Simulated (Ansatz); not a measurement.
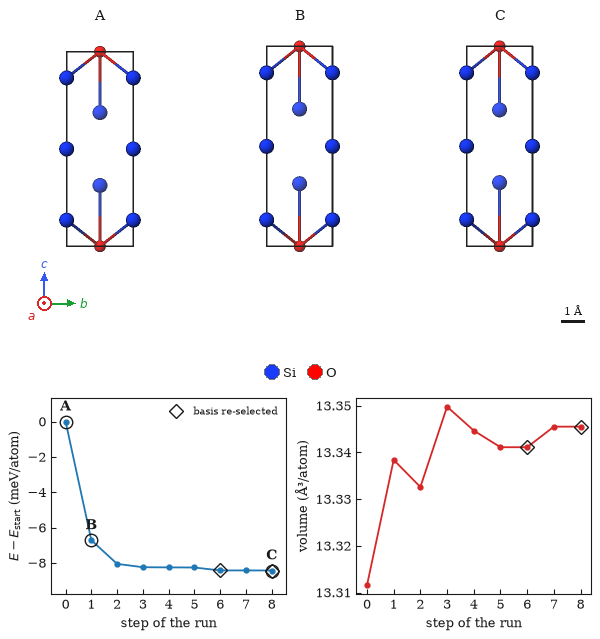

Frames of a relaxation of crystalline Si5O (a generated structure, set up in P4/mmm), marked on the history of the run. A ball-and-stick model of the cell of the calculation, seen along the a axis.

These are results of DFT PBE, scalar-relativistic, plane waves, PAW in Ansatz 0.2.0, not measurements. Settings: plane-wave cutoff 420 eV; k-point mesh 12 × 12 × 4; occupations gaussian; smearing width 0.1 eV; no spin polarisation; cell and atoms relaxed; force threshold 0.01 eV/Å; at most 80 steps.

Q: What happens along the run?

A: The largest moves relative to the cell, 0.052 Å, are those of Si atoms. O stays in place. The drawn cell changes as follows: a = b 3.013 → 2.976 Å (−1.3 %), c 8.796 → 9.044 Å (+2.8 %); the volume changes by +0.3 %. Near-neighbour distances that change, for instance: O–Si 2.751 → 2.880 Å, Si–Si 2.369 → 2.409 Å, O–Si 2.438 → 2.425 Å. The space group stays P4/mmm (No. 123). The energy falls by 8.4 meV per atom in 6 accepted moves (8 points after the start). Largest force component: 0.2 eV/Å at the start, 0.0012 eV/Å at the end. Pressure: 0.60 GPa at the start and 0.00 GPa at the end. The SCF was repeated twice at an unchanged geometry on a basis and grid sized afresh for the cell, which shifted the energy by 0.2 meV per atom at most. The run took 2.4 min on 1 thread of Intel(R) Xeon(R) Processor @ 2.50GHz (Skylake/Cascade Lake), with other jobs on the host, peak memory 0.44 GiB. From step 0 to 1: Si atoms move most (0.02 Å), volume +0.2 %, energy −6.7 meV per atom. From step 1 to 8: Si atoms move most (0.05 Å), energy −1.7 meV per atom.

| step | E − E(0), meV/atom | largest force component, eV/Å | pressure, GPa | volume, Å³/atom | note |
| --- | --- | --- | --- | --- | --- |
| 0 | 0.00 | 0.2016 | 0.60 | 13.312 |  |
| 1 | -6.72 | 0.1911 | 0.25 | 13.338 |  |
| 2 | -8.05 | 0.0659 | 0.13 | 13.333 |  |
| 3 | -8.24 | 0.0053 | -0.06 | 13.350 |  |
| 4 | -8.25 | 0.0061 | -0.01 | 13.345 |  |
| 5 | -8.26 | 0.0017 | 0.01 | 13.341 |  |
| 6 | -8.42 | 0.0022 | 0.03 | 13.341 | same geometry, new basis |
| 7 | -8.42 | 0.0012 | 0.00 | 13.346 |  |
| 8 | -8.43 | 0.0012 | 0.00 | 13.346 | same geometry, new basis |
